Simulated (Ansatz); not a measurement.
# Geometry relaxation, with input and output: CdSe$_{2}$ (part 1 of 3)

The run: geometry relaxation of CdSe$_{2}$ (P-6m2, 3 atoms in the cell). Method and program: DFT, r2SCAN+rVV10, plane waves, PAW, no spin polarisation (Ansatz 0.2.0).

The structure was built on a prototype by a generator. The geometry comes from this level: PBEsol.

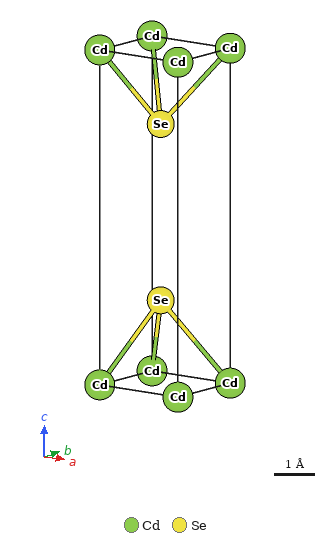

*The structure as given in the input (ball-and-stick view of the cell of the calculation, seen slightly off an axis).*

**Summary**

| quantity | value |
| --- | --- |
| outcome | converged |
| space group (tolerance 0.01 Å) | P-6m2 (187) |
| electrons treated | 52 |
| free energy | −19220.8174 eV |
| Fermi energy | 7.896 eV |
| band gap | none (metallic) |
| pressure | 0.02 GPa |
| final volume | 78.77 Å³ |
| largest force (length of the vector) at the end | 0.001 eV/Å |
| final cell | a = 4.065 Å, b = 4.065 Å, c = 5.505 Å, α = 90.00°, β = 90.00°, γ = 120.00° |
| hardware | 2 threads of Intel Xeon @ 2.70GHz, 189 GiB of memory available, shared host |
| wall time | 4.9 min (CPU time 9.6 min) |
| peak memory | 0.74 GiB |

**Input**
```yaml
crystal:
  lattice:
    - [3.3123851177, 0.0, 0.0]
    - [-1.6561925589, 2.8686096591, 0.0]
    - [0.0, 0.0, 8.5039822434]
  atoms:
    - { symbol: Cd, position: [0.0, 0.0, 0.0] }
    - { symbol: Se, position: [0.3333333333, 0.6666666667, 0.2367414647] }
    - { symbol: Se, position: [0.3333333333, 0.6666666667, 0.7632585353] }
kpoints:
  mp_grid: { grid: [12, 12, 4] }
hamiltonian:
  xc: r2scan
  dispersion: rvv10
scf:
  occupations: { method: fermi_dirac, width: 0.03 }
relax:
  f_tol: 0.01
  cell: {}
  max_steps: 120
output:
  write_density: true
  write_potential: true
  elf: true
  volumetric_format: npy
```

Run as:
```bash
ansatz run input.yaml --threads 2 --pin off --max-ram 2211MiB --backend cpu --events-out ev --progress --plain --runs-dir out
```

**Output**
```
Engine: ansatz 0.2.0, x86_64-unknown-linux-gnu
Pseudopotentials: kind: paw
Pseudopotential: Cd, paw, valence charge 20, recommended cutoff 500 eV (meta_gga), Cd.paw.azcp
Pseudopotential: Se, paw, valence charge 16, recommended cutoff 500 eV (meta_gga), Se.paw.azcp
Functional definition: r2SCAN+rVV10
  parameter k0 = 0.174
  parameter k1 = 0.065
  parameter a1 = 4.9479
  exchange = r2scan_x(k0 = k0, k1 = k1, a1 = a1)
  correlation = r2scan_c + rvv10(11.95, 0.0093)
Crystal: 3 atoms, lattice volume = 80.804 Å³
Basis set: ecut = 500 eV, 2023 PW (Γ), exchange–correlation on 120×120×288 points (64 copies of the dense FFT grid, shifted against one another)
Bands: 32, of which v1, the nominal top of the filled ones, is band 26 counted from 1 (25 counted from 0)
Symmetry: 12 space group operations
Space group: P-6m2 (ITA 187), of the structure as read, at distance tolerance 4.3e-5 Å
k-points: 57 of 576 (time reversal used)
Non-local potential: Cd, projectors of the file, l = 0: 3, l = 1: 2, l = 2: 2, l = 3: 1
Non-local potential: Se, projectors of the file, l = 0: 2, l = 1: 2, l = 2: 3, l = 3: 1
PAW form: soft (Blöchl's): semilocal exchange-correlation on the pseudo side does not see the compensation charge
rVV10 density: all electrons in the spheres
PAW frozen core: Cd, regenerated for the run's functional (the file was generated under x = pbe(κ = 0.804, μ = 0.2195149727645171), c = pbe(β = 0.06672455060314922))
PAW frozen core: Se, regenerated for the run's functional (the file was generated under x = pbe(κ = 0.804, μ = 0.2195149727645171), c = pbe(β = 0.06672455060314922))
PAW one-centre angular grid: Cd, 590 points (default); XC on 160 Gauss nodes
PAW one-centre angular grid: Se, 590 points (default); XC on 160 Gauss nodes
Initial density: superposition of atomic densities (neutral atoms: chi_scale 0, normalization atom), corrected by the library's trained network
Initial wavefunctions: pseudopotential atomic-orbital guess
Functional: x = r2scan, c = r2scan + rvv10(b = 11.95, C = 0.0093); τ floored in thin density (d = 2e-4 eV/Å³)
SCF iter   1: F=—  HF=-19219.492793 eV  |F-HF|=—  |Δ(HF+E_count)|=         —  Δρ=5.08e-3  dr2=2.03e-2  dr2_τ=1.38e-2  ethr=1.77e-3  ⟨swp⟩=6.3  Hψ=7245  notcnv=0  defer=2
preconditioner: auto → LDOS  [insulator: Δε(μ)=0.113 eV  Ē_g=12.553 eV  σ=0.030 eV  W_gap=0.72  n_scr=24 (ndim 8)  ℏωp=20.2 eV  f_vac=0.199  D(μ)=1.08/eV (n_scr^D=4)  ε∞_Penn≈3.6  β→1.0]
SCF iter   2: F=—  HF=-19219.523723 eV  |F-HF|=—  |Δ(HF+E_count)|=   3.09e-2  Δρ=2.36e-3  dr2=1.49e-2  dr2_τ=2.33e-4  ethr=3.90e-5  ⟨swp⟩=3.0  Hψ=4237  notcnv=0  defer=85
SCF iter   3: F=—  HF=-19219.519873 eV  |F-HF|=—  |Δ(HF+E_count)|=   3.85e-3  Δρ=9.77e-4  dr2=3.30e-3  dr2_τ=2.35e-5  ethr=2.87e-5  ⟨swp⟩=2.3  Hψ=3283  notcnv=0  defer=85
SCF iter   4: F=—  HF=-19219.519321 eV  |F-HF|=—  |Δ(HF+E_count)|=   5.52e-4  Δρ=2.96e-4  dr2=1.05e-4  dr2_τ=2.53e-6  ethr=6.35e-6  ⟨swp⟩=2.0  Hψ=2200  notcnv=0  defer=85
SCF iter   5: F=—  HF=-19219.519298 eV  |F-HF|=—  |Δ(HF+E_count)|=   2.24e-5  Δρ=6.76e-5  dr2=4.09e-6  dr2_τ=1.29e-7  ethr=2.01e-7  ⟨swp⟩=2.0  Hψ=2981  notcnv=0  defer=85
SCF iter   6: F=—  HF=-19219.519297 eV  |F-HF|=—  |Δ(HF+E_count)|=   1.05e-6  Δρ=2.29e-5  dr2=2.88e-7  dr2_τ=1.28e-8  ethr=7.87e-9  ⟨swp⟩=2.0  Hψ=2454  notcnv=0  defer=85
SCF iter   7: F=-19219.519297 eV  HF=-19219.519297 eV  |F-HF|=1.54e-8  |Δ(HF+E_count)|=   8.45e-8  Δρ=5.35e-6  dr2=1.82e-8  dr2_τ=9.33e-10  ethr=1.92e-10  ⟨swp⟩=8.1  Hψ=10663  notcnv=0
SCF 1 converged in 7 iterations: F = -19219.519297 eV  dr2 = 1.82e-8
  greatest PAW one-centre occupation: 1.001 electrons in one spin orbital (limit 2), on the Cd atom at site 0 (counted from 0), in its partial waves of l = 1
relax step   1: F+E_penalty+E_count = -19219.51929719 eV  Δ(F+E_penalty+E_count) = +0.000e0 eV  max|allowed force component| = 8.647e-2 eV/Å  Δτ_max = 0.0000 Å  P = +1.359 GPa  Ω = 80.804 Å³  (7 SCF iters, dr2 threshold 1.00e-7 eV, accepted)
Crystal: 3 atoms, lattice volume = 83.670 Å³
Basis set: ecut = 500 eV, 2143 PW (Γ), exchange–correlation on 120×120×288 points (64 copies of the dense FFT grid, shifted against one another)
rVV10 density: all electrons in the spheres
Initial density: handed on by an earlier stage of this run
Initial wavefunctions: those handed on with the density
iter 1 solved again at ethr=3.27e-5 eV; its pass at ethr=3.10e-3 eV (dr2=1.70e-2 eV) is discarded
SCF iter   1: F=—  HF=-19219.456165 eV  |F-HF|=—  |Δ(HF+E_count)|=         —  Δρ=3.78e-3  dr2=1.73e-2  dr2_τ=1.20e-1  ethr=3.27e-5  ⟨swp⟩=2.3  Hψ=10522  notcnv=0
preconditioner: auto → LDOS  [metal: Δε(μ)=0.003 eV  Ē_g=12.288 eV  σ=0.030 eV  W_gap=0.02  n_scr=24 (ndim 8)  ℏωp=19.9 eV  f_vac=0.193  D(μ)=2.48/eV (n_scr^D=24)  β→1.0]
SCF iter   2: F=—  HF=-19219.555464 eV  |F-HF|=—  |Δ(HF+E_count)|=   9.93e-2  Δρ=2.34e-3  dr2=7.72e-3  dr2_τ=1.19e-4  ethr=3.27e-5  ⟨swp⟩=3.1  Hψ=3981  notcnv=0
SCF iter   3: F=—  HF=-19219.553721 eV  |F-HF|=—  |Δ(HF+E_count)|=   1.74e-3  Δρ=5.68e-4  dr2=2.69e-4  dr2_τ=1.71e-5  ethr=1.48e-5  ⟨swp⟩=2.0  Hψ=2847  notcnv=0  defer=34
SCF iter   4: F=—  HF=-19219.553776 eV  |F-HF|=—  |Δ(HF+E_count)|=   5.50e-5  Δρ=2.23e-4  dr2=4.91e-5  dr2_τ=1.61e-6  ethr=5.17e-7  ⟨swp⟩=2.0  Hψ=3014  notcnv=0  defer=34
SCF iter   5: F=—  HF=-19219.553786 eV  |F-HF|=—  |Δ(HF+E_count)|=   9.93e-6  Δρ=5.29e-5  dr2=1.79e-6  dr2_τ=1.50e-7  ethr=9.44e-8  ⟨swp⟩=2.0  Hψ=2428  notcnv=0  defer=34
SCF iter   6: F=-19219.553787 eV  HF=-19219.553787 eV  |F-HF|=2.56e-8  |Δ(HF+E_count)|=   1.65e-6  Δρ=1.80e-5  dr2=2.04e-7  dr2_τ=1.01e-8  ethr=5.77e-10  ⟨swp⟩=8.8  Hψ=14697  notcnv=0
SCF 2 converged in 6 iterations: F = -19219.553787 eV  dr2 = 2.04e-7
[... from here on the iterations of each SCF are left out, up to the last one ...]
relax step   2: F+E_penalty+E_count = -19219.55378732 eV  Δ(F+E_penalty+E_count) = -3.449e-2 eV  max|allowed force component| = 1.042e-1 eV/Å  Δτ_max = 0.0351 Å  P = -1.311 GPa  Ω = 83.670 Å³  energy of the carried Pulay correction = -5.265e-4 eV  (6 SCF iters, dr2 threshold 3.00e-7 eV, accepted)
Crystal: 3 atoms, lattice volume = 80.447 Å³
Basis set: ecut = 500 eV, 2033 PW (Γ), exchange–correlation on 120×120×288 points (64 copies of the dense FFT grid, shifted against one another)
rVV10 density: all electrons in the spheres
preconditioner: auto → LDOS  [metal: Δε(μ)=0.055 eV  Ē_g=12.450 eV  σ=0.030 eV  W_gap=0.39  n_scr=24 (ndim 8)  ℏωp=20.3 eV  f_vac=0.164  D(μ)=1.95/eV (n_scr^D=4)  β→1.0]
SCF 3 converged in 6 iterations: F = -19219.578015 eV  dr2 = 1.92e-7
relax step   3: F+E_penalty+E_count = -19219.57801534 eV  Δ(F+E_penalty+E_count) = -2.423e-2 eV  max|allowed force component| = 4.544e-2 eV/Å  Δτ_max = 0.0611 Å  P = -0.793 GPa  Ω = 80.447 Å³  energy of the carried Pulay correction = +6.691e-5 eV  (6 SCF iters, dr2 threshold 3.00e-7 eV, accepted)
Crystal: 3 atoms, lattice volume = 76.462 Å³
Basis set: ecut = 500 eV, 1959 PW (Γ), exchange–correlation on 120×120×288 points (64 copies of the dense FFT grid, shifted against one another)
rVV10 density: all electrons in the spheres
preconditioner: auto → LDOS  [metal: Δε(μ)=0.022 eV  Ē_g=12.568 eV  σ=0.030 eV  W_gap=0.18  n_scr=24 (ndim 8)  ℏωp=20.8 eV  f_vac=0.126  D(μ)=1.99/eV (n_scr^D=10)  β→1.0]
SCF 4 converged in 6 iterations: F = -19219.607013 eV  dr2 = 2.44e-7
relax step   4: F+E_penalty+E_count = -19219.60701301 eV  Δ(F+E_penalty+E_count) = -2.900e-2 eV  max|allowed force component| = 6.702e-2 eV/Å  Δτ_max = 0.0796 Å  P = +0.211 GPa  Ω = 76.462 Å³  energy of the carried Pulay correction = +8.341e-4 eV  (6 SCF iters, dr2 threshold 3.00e-7 eV, accepted)
Crystal: 3 atoms, lattice volume = 73.533 Å³
Basis set: ecut = 500 eV, 1885 PW (Γ), exchange–correlation on 120×120×288 points (64 copies of the dense FFT grid, shifted against one another)
rVV10 density: all electrons in the spheres
preconditioner: auto → LDOS  [metal: Δε(μ)=0.022 eV  Ē_g=12.618 eV  σ=0.030 eV  W_gap=0.18  n_scr=22 (ndim 8)  ℏωp=21.2 eV  f_vac=0.091  D(μ)=3.55/eV (n_scr^D=36)  β→1.0]
SCF 5 converged in 7 iterations: F = -19219.630110 eV  dr2 = 8.11e-8
  Residual-converged pass: ⟨swp⟩=1.0  Hψ=2053  notcnv=0  max |occ|·‖R‖ = 7.0e-9 eV (tolerance 1.0e-8 eV)  dr2=8.11e-8  dr2_τ=3.48e-9  dr2_onsite=4.66e-9  max |Δocc| = 2.0e-12
relax step   5: F+E_penalty+E_count = -19219.63010965 eV  Δ(F+E_penalty+E_count) = -2.310e-2 eV  max|allowed force component| = 3.896e-3 eV/Å  Δτ_max = 0.0901 Å  P = +0.838 GPa  Ω = 73.533 Å³  energy of the carried Pulay correction = +1.423e-3 eV  (7 SCF iters, dr2 threshold 3.00e-7 eV, accepted)
Crystal: 3 atoms, lattice volume = 72.923 Å³
Basis set: ecut = 500 eV, 1873 PW (Γ), exchange–correlation on 120×120×288 points (64 copies of the dense FFT grid, shifted against one another)
rVV10 density: all electrons in the spheres
preconditioner: auto → LDOS  [metal: Δε(μ)=0.025 eV  Ē_g=12.597 eV  σ=0.030 eV  W_gap=0.20  n_scr=22 (ndim 8)  ℏωp=21.3 eV  f_vac=0.085  D(μ)=3.08/eV (n_scr^D=22)  β→1.0]
SCF 6 converged in 7 iterations: F = -19219.703627 eV  dr2 = 8.89e-8
  Residual-converged pass: ⟨swp⟩=1.1  Hψ=2055  notcnv=0  max |occ|·‖R‖ = 6.8e-9 eV (tolerance 1.0e-8 eV)  dr2=8.89e-8  dr2_τ=2.40e-9  dr2_onsite=8.38e-9  max |Δocc| = 1.1e-11
relax step   6: F+E_penalty+E_count = -19219.70362741 eV  Δ(F+E_penalty+E_count) = -7.352e-2 eV  max|allowed force component| = 1.787e-1 eV/Å  Δτ_max = 0.0194 Å  P = +1.794 GPa  Ω = 72.923 Å³  energy of the carried Pulay correction = +1.549e-3 eV  (7 SCF iters, dr2 threshold 3.00e-7 eV, accepted)
Crystal: 3 atoms, lattice volume = 72.243 Å³
Basis set: ecut = 500 eV, 1823 PW (Γ), exchange–correlation on 120×120×288 points (64 copies of the dense FFT grid, shifted against one another)
rVV10 density: all electrons in the spheres
preconditioner: auto → LDOS  [metal: Δε(μ)=0.014 eV  Ē_g=12.668 eV  σ=0.030 eV  W_gap=0.12  n_scr=22 (ndim 8)  ℏωp=21.4 eV  f_vac=0.080  D(μ)=1.86/eV (n_scr^D=10)  β→1.0]
SCF 7 converged in 7 iterations: F = -19219.981017 eV  dr2 = 6.18e-8
  Residual-converged pass: ⟨swp⟩=1.0  Hψ=2052  notcnv=0  max |occ|·‖R‖ = 7.1e-9 eV (tolerance 1.0e-8 eV)  dr2=6.18e-8  dr2_τ=2.63e-9  dr2_onsite=1.13e-8  max |Δocc| = 1.7e-11
relax step   7: F+E_penalty+E_count = -19219.98101702 eV  Δ(F+E_penalty+E_count) = -2.774e-1 eV  max|allowed force component| = 4.739e-1 eV/Å  Δτ_max = 0.0385 Å  P = +2.295 GPa  Ω = 72.243 Å³  energy of the carried Pulay correction = +1.690e-3 eV  (7 SCF iters, dr2 threshold 3.00e-7 eV, accepted)
Crystal: 3 atoms, lattice volume = 70.687 Å³
Basis set: ecut = 500 eV, 1797 PW (Γ), exchange–correlation on 120×120×288 points (64 copies of the dense FFT grid, shifted against one another)
rVV10 density: all electrons in the spheres
preconditioner: auto → LDOS  [metal: Δε(μ)=0.012 eV  Ē_g=12.865 eV  σ=0.030 eV  W_gap=0.10  n_scr=22 (ndim 8)  ℏωp=21.6 eV  f_vac=0.077  D(μ)=1.38/eV (n_scr^D=2)  β→1.0]
SCF 8 converged in 7 iterations: F = -19220.389198 eV  dr2 = 2.28e-8
  Residual-converged pass: ⟨swp⟩=1.1  Hψ=2056  notcnv=0  max |occ|·‖R‖ = 7.1e-9 eV (tolerance 1.0e-8 eV)  dr2=2.28e-8  dr2_τ=1.32e-9  dr2_onsite=8.36e-9  max |Δocc| = 2.0e-11
relax step   8: F+E_penalty+E_count = -19220.38919819 eV  Δ(F+E_penalty+E_count) = -4.082e-1 eV  max|allowed force component| = 2.991e-1 eV/Å  Δτ_max = 0.0537 Å  P = +4.170 GPa  Ω = 70.687 Å³  energy of the carried Pulay correction = +2.018e-3 eV  (7 SCF iters, dr2 threshold 3.00e-7 eV, accepted)
Crystal: 3 atoms, lattice volume = 71.242 Å³
Basis set: ecut = 500 eV, 1825 PW (Γ), exchange–correlation on 120×120×288 points (64 copies of the dense FFT grid, shifted against one another)
rVV10 density: all electrons in the spheres
preconditioner: auto → LDOS  [metal: Δε(μ)=0.080 eV  Ē_g=12.894 eV  σ=0.030 eV  W_gap=0.49  n_scr=22 (ndim 8)  ℏωp=21.6 eV  f_vac=0.103  D(μ)=0.89/eV (n_scr^D=2)  β→1.0]
SCF 9 converged in 7 iterations: F = -19220.625010 eV  dr2 = 1.05e-8
relax step   9: F+E_penalty+E_count = -19220.62500995 eV  Δ(F+E_penalty+E_count) = -2.358e-1 eV  max|allowed force component| = 9.923e-1 eV/Å  Δτ_max = 0.0185 Å  P = +6.201 GPa  Ω = 71.242 Å³  energy of the carried Pulay correction = +1.900e-3 eV  (7 SCF iters, dr2 threshold 3.00e-7 eV, accepted)
Crystal: 3 atoms, lattice volume = 78.476 Å³
Basis set: ecut = 500 eV, 2031 PW (Γ), exchange–correlation on 120×120×288 points (64 copies of the dense FFT grid, shifted against one another)
rVV10 density: all electrons in the spheres
preconditioner: auto → LDOS  [metal: Δε(μ)=0.079 eV  Ē_g=12.300 eV  σ=0.030 eV  W_gap=0.49  n_scr=22 (ndim 8)  ℏωp=20.5 eV  f_vac=0.157  D(μ)=1.12/eV (n_scr^D=2)  β→1.0]
SCF 10 converged in 7 iterations: F = -19220.804270 eV  dr2 = 1.37e-8
  Residual-converged pass: ⟨swp⟩=1.1  Hψ=2056  notcnv=0  max |occ|·‖R‖ = 7.1e-9 eV (tolerance 1.0e-8 eV)  dr2=1.37e-8  dr2_τ=1.37e-9  dr2_onsite=1.64e-8  max |Δocc| = 8.1e-12
relax step  10: F+E_penalty+E_count = -19220.80427043 eV  Δ(F+E_penalty+E_count) = -1.793e-1 eV  max|allowed force component| = 5.188e-2 eV/Å  Δτ_max = 0.1118 Å  P = -0.233 GPa  Ω = 78.476 Å³  energy of the carried Pulay correction = +4.415e-4 eV  (7 SCF iters, dr2 threshold 3.00e-7 eV, accepted)
```
